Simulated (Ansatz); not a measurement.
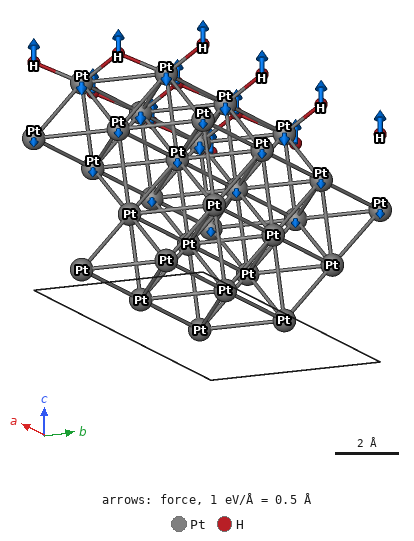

Starting geometry of a slab of composition HPt4 (cut from the Fm-3m phase) with the computed forces as blue arrows. The picture is a ball-and-stick view of the 3 × 2 repeat of the cell, outlined in the plane, without the vacuum, seen from a free direction.

Case: H put at a hollow Pt-Pt-Pt site. The slab is the (1 1 1) face of Pt with H on it. 2 atoms are held fixed.

Level of theory: DFT PBEsol, scalar-relativistic, plane waves, PAW in Ansatz 0.2.0. Set-up: plane-wave cutoff 420 eV; k-point mesh 12 × 12 × 1; occupations gaussian; smearing width 0.1 eV; no spin polarisation; dipole correction; atoms relaxed in a fixed cell; force threshold 0.03 eV/Å; at most 70 steps.

Q: What follows when this structure is relaxed?

A: It isn't relaxed: the largest force vector, on the H atom, is 1.78 eV/Å. The final displacements follow the starting forces only in part (cosine between the two patterns 0.72). The atom that moves furthest is the H atom (0.56 Å along the normal (+c)). Largest moves by element: H 0.56 Å, Pt 0.11 Å. The cell stays as it was. Near-neighbour distances that change, for instance: H–Pt 1.670 → 1.850 Å, Pt–Pt 2.775 → 2.847 Å, Pt–Pt 2.750 → 2.772 Å. Among the angles between lasting bonds that change: Pt–H–Pt 112.1° → 96.9°. After 4 geometry steps the energy has fallen by 0.508 eV per cell of the calculation. The largest force component goes from 1.8 to 0.0024 eV/Å.

Limits of the set-up: the periodic images lie only 2.8 Å apart, so the values are limited by the cell's size.
